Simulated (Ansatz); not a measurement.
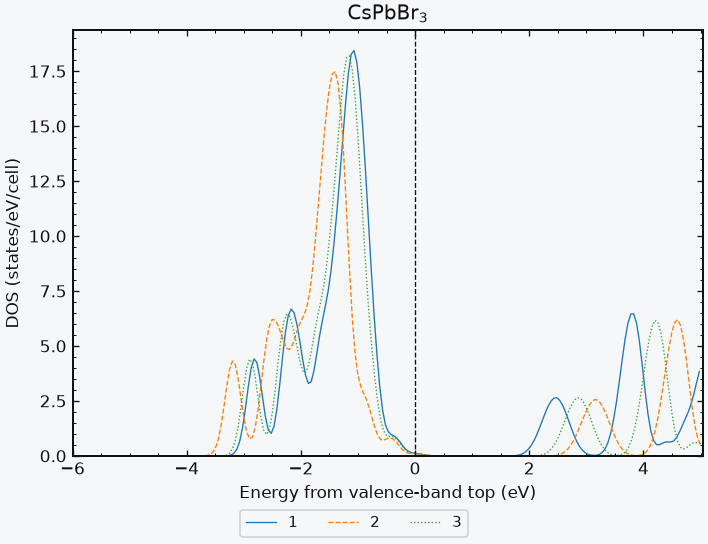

Total densities of states of CsPbBr$_{3}$, space group Pm-3m, 5 atoms in the cell, hydrostatic strain +4.9%, by three methods on the same cell. The curves are built from the levels of the k mesh with Gaussians 0.3 eV wide, which also blur the band edges. Each is counted from its own valence-band top.

Question: Which curve is which? The methods: r2SCAN, PBE, HSE06.

Answer: 1 is PBE; 2 is HSE06; 3 is r2SCAN. PBE gives a gap of 2.08 eV, HSE06 gives a gap of 2.77 eV and r2SCAN gives a gap of 2.48 eV.

Settings. PBE: DFT, PBE, plane waves, PAW, no spin polarisation, 4×4×4 k mesh, 420 eV cutoff (Ansatz 0.2.0). HSE06: DFT, HSE06, plane waves, PAW, no spin polarisation, 4×4×4 k mesh, 420 eV cutoff (Ansatz). r2SCAN: DFT, r2SCAN, plane waves, PAW, no spin polarisation, 4×4×4 k mesh, 500 eV cutoff (Ansatz).

Spin-orbit coupling is left out, which matters for Pb.
